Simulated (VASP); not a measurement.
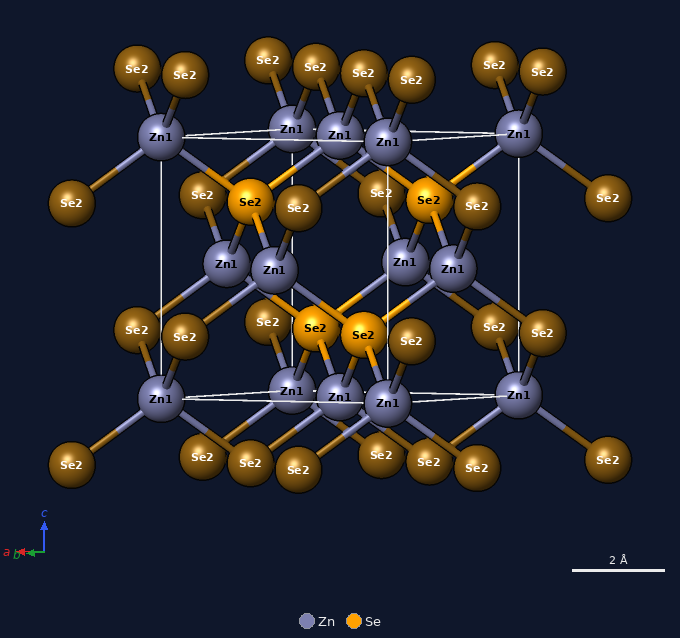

Figure 1. The starting structure (ball-and-stick view of the cell 4 times as large as that of the calculation, set on its symmetry axes, seen at an oblique angle; neighbours outside the cell are drawn fainter; atoms are numbered from 1 in the order of the input).

# Run report: ZnSe, geometry relaxation (part 1 of 2)

The run: geometry relaxation of ZnSe (F-43m, 2 atoms in the cell). Method and program: Kohn-Sham DFT of a periodic cell, PBE, VASP PAW PBE potentials, minimal, no spin polarisation (VASP 6.6.1).

The structure derives from an entry of the Crystallography Open Database.

INCAR
```
PREC = Accurate
ENCUT = 300
EDIFF = 1E-7
ISMEAR = 0
SIGMA = 0.03
LREAL = F
LASPH = T
NELM = 80
ALGO = Normal
ISIF = 3
LWAVE = F
LCHARG = F
GGA = PE
IBRION = 2
NSW = 90
EDIFFG = -0.005
```

KPOINTS
```
Automatic mesh
0
Gamma
  4 4 4
```

POSCAR
```
ZnSe                                    
1.0
   -0.0000000000      2.8731170265      2.8731170265
    2.8731170265     -0.0000000000      2.8731170265
    2.8731170265      2.8731170265     -0.0000000000
  Zn              Se            
     1     1
Direct
     0.0000000000000000    0.0000000000000000    0.0000000000000000
     0.2500000000000000    0.2500000000000000    0.2500000000000000
```

Run on 1 thread of Intel Xeon (Granite Rapids), 64 GiB of memory available, shared host.

Launched with:
```bash
cat potpaw_PBE.64/Zn/POTCAR potpaw_PBE.64/Se/POTCAR > POTCAR
mpirun -np 1 vasp_std > vasp.out
```

OSZICAR
```
N       E                     dE             d eps       ncg     rms          rms(c)
DAV:   1     0.655974875883E+02    0.65597E+02   -0.64778E+03   208   0.101E+03
DAV:   2    -0.269788355178E+01   -0.68295E+02   -0.66262E+02   253   0.221E+02
DAV:   3    -0.624953031299E+01   -0.35516E+01   -0.35468E+01   238   0.515E+01
DAV:   4    -0.627354698970E+01   -0.24017E-01   -0.24015E-01   238   0.484E+00
DAV:   5    -0.627367620822E+01   -0.12922E-03   -0.12922E-03   228   0.317E-01    0.447E+00
DAV:   6    -0.598703089483E+01    0.28665E+00   -0.68359E-01   293   0.260E+01    0.342E+00
DAV:   7    -0.596737107978E+01    0.19660E-01   -0.19291E-01   228   0.391E+00    0.144E+00
DAV:   8    -0.596768942275E+01   -0.31834E-03   -0.44985E-03   223   0.594E-01    0.451E-01
DAV:   9    -0.596804734892E+01   -0.35793E-03   -0.10597E-03   231   0.288E-01    0.701E-02
DAV:  10    -0.596814398647E+01   -0.96638E-04   -0.13498E-04   236   0.126E-01    0.175E-02
DAV:  11    -0.596816560151E+01   -0.21615E-04   -0.35698E-05   218   0.696E-02    0.593E-03
DAV:  12    -0.596816701730E+01   -0.14158E-05   -0.41018E-06   243   0.219E-02    0.394E-03
DAV:  13    -0.596816709153E+01   -0.74226E-07   -0.71495E-07   218   0.896E-03
   1 F= -.59681671E+01 E0= -.59681671E+01  d E =-.596817E+01
       N       E                     dE             d eps       ncg     rms          rms(c)
DAV:   1    -0.596833781296E+01   -0.17080E-03   -0.22359E-03   248   0.942E-01    0.910E-02
DAV:   2    -0.596819002470E+01    0.14779E-03   -0.51307E-04   243   0.581E-01    0.333E-02
DAV:   3    -0.596817231112E+01    0.17714E-04   -0.18088E-05   218   0.307E-02    0.158E-02
DAV:   4    -0.596816881761E+01    0.34935E-05   -0.24980E-06   228   0.160E-02    0.625E-03
DAV:   5    -0.596816859086E+01    0.22675E-06   -0.60244E-07   294   0.142E-02    0.641E-04
DAV:   6    -0.596816862705E+01   -0.36191E-07   -0.17799E-07   152   0.666E-03
   2 F= -.59681686E+01 E0= -.59681686E+01  d E =-.153552E-05
```

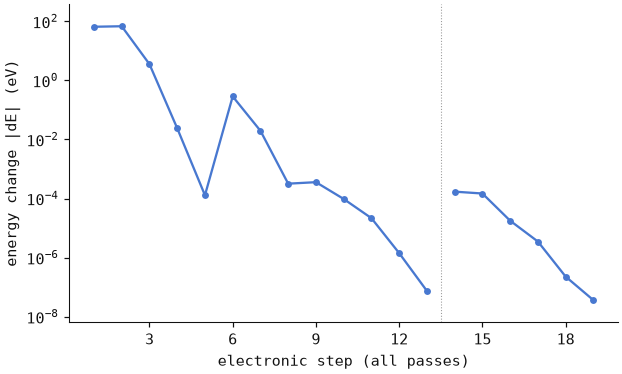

Figure 2. Convergence of the self-consistent field: energy change |dE| against the electronic step. Each stretch between dotted lines is the SCF of one geometry step of a relaxation. The 2 ionic steps take 6 to 13 electronic steps each. The density is held fixed in the first few steps, and dE rises again when its update begins.

Parts of OUTCAR
```
PREC = Accurate
   ENCUT = 300
   EDIFF = 1E-7
   ISMEAR = 0
   LREAL = F
   LASPH = T
   NELM = 80
   ISIF = 3
   GGA = PE
   IBRION = 2
   NSW = 90
   EDIFFG = -0.005

 ion  position               nearest neighbor table
   1  0.000  0.000  0.000-   2 2.49   2 2.49   2 2.49   2 2.49
   2  0.250  0.250  0.250-   1 2.49   1 2.49   1 2.49   1 2.49

  LATTYP: Found a face centered cubic cell.
 ALAT       =     5.7462340530

  Lattice vectors:

 A1 = (   0.0000000000,   2.8731170265,   2.8731170265)
 A2 = (   2.8731170265,   0.0000000000,   2.8731170265)
 A3 = (   2.8731170265,   2.8731170265,   0.0000000000)

Analysis of symmetry for initial positions (statically):
=====================================================================
 Subroutine PRICEL returns:
 Original cell was already a primitive cell.

 Routine SETGRP: Setting up the symmetry group for a
 face centered cubic supercell.

 Subroutine GETGRP returns: Found 24 space group operations
 (whereof 24 operations were pure point group operations)
 out of a pool of 48 trial point group operations.

The static configuration has the point symmetry T_d .

Analysis of symmetry for dynamics (positions and initial velocities):
=====================================================================
 Subroutine PRICEL returns:
 Original cell was already a primitive cell.

 Routine SETGRP: Setting up the symmetry group for a
 face centered cubic supercell.

 Subroutine GETGRP returns: Found 24 space group operations
 (whereof 24 operations were pure point group operations)
 out of a pool of 48 trial point group operations.

The dynamic configuration has the point symmetry T_d .

 Subroutine INISYM returns: Found 24 space group operations
 (whereof 24 operations are pure point group operations),
 and found     1 'primitive' translations

----------------------------------------------------------------------------------------

                                     Primitive cell

  volume of cell :      47.4340

  direct lattice vectors                    reciprocal lattice vectors
     0.000000000  2.873117027  2.873117027    -0.174027022  0.174027022  0.174027022
     2.873117027  0.000000000  2.873117027     0.174027022 -0.174027022  0.174027022
     2.873117027  2.873117027  0.000000000     0.174027022  0.174027022 -0.174027022

  length of vectors
     4.063201065  4.063201065  4.063201065     0.301423644  0.301423644  0.301423644

  position of ions in fractional coordinates (direct lattice)
     0.000000000  0.000000000  0.000000000
     0.250000000  0.250000000  0.250000000

  ion indices of the primitive-cell ions
   primitive index   ion index
                 1           1
                 2           2

----------------------------------------------------------------------------------------

 KPOINTS: Automatic mesh

Automatic generation of k-mesh.
 Grid dimensions read from file:
 generate k-points for:    4    4    4

 Generating k-lattice:

  Cartesian coordinates                     Fractional coordinates (reciprocal lattice)
    -0.043506756  0.043506756  0.043506756     0.250000000  0.000000000  0.000000000
     0.043506756 -0.043506756  0.043506756     0.000000000  0.250000000  0.000000000
     0.043506756  0.043506756 -0.043506756     0.000000000  0.000000000  0.250000000

  Length of vectors
     0.075355911  0.075355911  0.075355911

  Shift w.r.t. Gamma in fractional coordinates (k-lattice)
     0.000000000  0.000000000  0.000000000

 Subroutine IBZKPT returns following result:
 ===========================================

 Found      8 irreducible k-points:

 Following reciprocal coordinates:
            Coordinates               Weight
  0.000000  0.000000  0.000000      1.000000
  0.250000  0.000000  0.000000      8.000000
  0.500000  0.000000  0.000000      4.000000
  0.250000  0.250000  0.000000      6.000000
  0.500000  0.250000  0.000000     24.000000
 -0.250000  0.250000  0.000000     12.000000
  0.500000  0.500000  0.000000      3.000000
 -0.250000  0.500000  0.250000      6.000000
   k-points           NKPTS =      8   k-points in BZ     NKDIM =      8   number of bands    NBANDS=     13
   number of dos      NEDOS =    301   number of ions     NIONS =      2
   total plane-waves  NPLWV =  13824
   dimension x,y,z NGX =    24 NGY =   24 NGZ =   24
   dimension x,y,z NGXF=    48 NGYF=   48 NGZF=   48
   ions per type =               1   1
   NGX,Y,Z   is equivalent  to a cutoff of   9.82,  9.82,  9.82 a.u.
   NGXF,Y,Z  is equivalent  to a cutoff of  19.64, 19.64, 19.64 a.u.
 SYSTEM =  unknown system
   PREC   = accura    normal or accurate (medium, high low for compatibility)
   ISTART =      0    job   : 0-new  1-cont  2-samecut
   ICHARG =      2    charge: 1-file 2-atom 10-const
   ISPIN  =      1    spin polarized calculation?
   LNONCOLLINEAR =      F non collinear calculations
   LSORBIT =      F    spin-orbit coupling
   LASPH  =      T    aspherical Exc in radial PAW
   ENCUT  =  300.0 eV  22.05 Ry    4.70 a.u.   5.74  5.74  5.74*2*pi/ulx,y,z
   NELM   =     80;   NELMIN=  2; NELMDL= -5     # of ELM steps
   EDIFF  = 0.1E-06   stopping-criterion for ELM
   LREAL  =      F    real-space projection
   EDIFFG = -.5E-02   stopping-criterion for IOM
   NSW    =     90    number of steps for IOM
   IBRION =      2    ionic relax: 0-MD 1-quasi-New 2-CG
   NFREE  =      1    steps in history (QN), initial steepest desc. (CG)
   ISIF   =      3    stress and relaxation
   ISYM   =      2    0-nonsym 1-usesym 2-fastsym
   POTIM  = 0.5000    time-step for ionic-motion
   TEBEG  =    0.0;   TEEND  =   0.0 temperature during run
   PSTRESS=    0.0 pullay stress
   NELECT =      18.0000    total number of electrons
   NUPDOWN=      -1.0000    fix difference up-down
   EMIN   =  10.00;   EMAX   =-10.00  energy-range for DOS
   EFERMI =   0.00;   METHOD = LEGACY
   ISMEAR =     0;   SIGMA  =   0.03  broadening in eV -4-tet -1-fermi 0-gaus
   EFERMI_NEDOS =   21; number of points for ismear=-14 and -15
   IALGO  =     38    algorithm
   IMIX   =      4    mixing-type and parameters
     AMIX     =   0.40;   BMIX     =  1.00
     AMIX_MAG =   1.60;   BMIX_MAG =  1.00
  volume/ion in A,a.u.               =      23.72       160.05
  Fermi-wavevector in a.u.,A,eV,Ry     =   1.185229  2.239758 19.113033  1.404768
  Thomas-Fermi vector in A             =   2.321427
   LORBIT       =      0    0 simple, 1 ext, 2 COOP (PROOUT), +10 PAW based schemes
   GGA     = PE    functional components
   LHFCALC =     F    Hartree Fock is set to
   AEXX    =    0.0000 exact exchange contribution
   IVDW    =     0    specifies the selected vdW correction
   LEPSILON=     F    determine dielectric tensor
   LRPA    =     F    only Hartree local field effects (RPA)
 conjugate gradient relaxation of ions
 non-spin polarized calculation
 Gauss-broadening in eV      SIGMA  =   0.03
  energy-cutoff  :      300.00
  volume of cell :       47.43
 maximum number of plane-waves:       568
 NGX is ok and might be reduce to    24
   NGX = 11   NGY = 11   NGZ = 11

--------------------------------------- Ionic step        1  -------------------------------------------

 number of electron      17.9999943 magnetization

 Free energy of the ion-electron system (eV)
  ---------------------------------------------------
  ext. energy  EPLUGINS =         0.00000000
  ---------------------------------------------------
  free energy    TOTEN  =        -5.96816709 eV
```
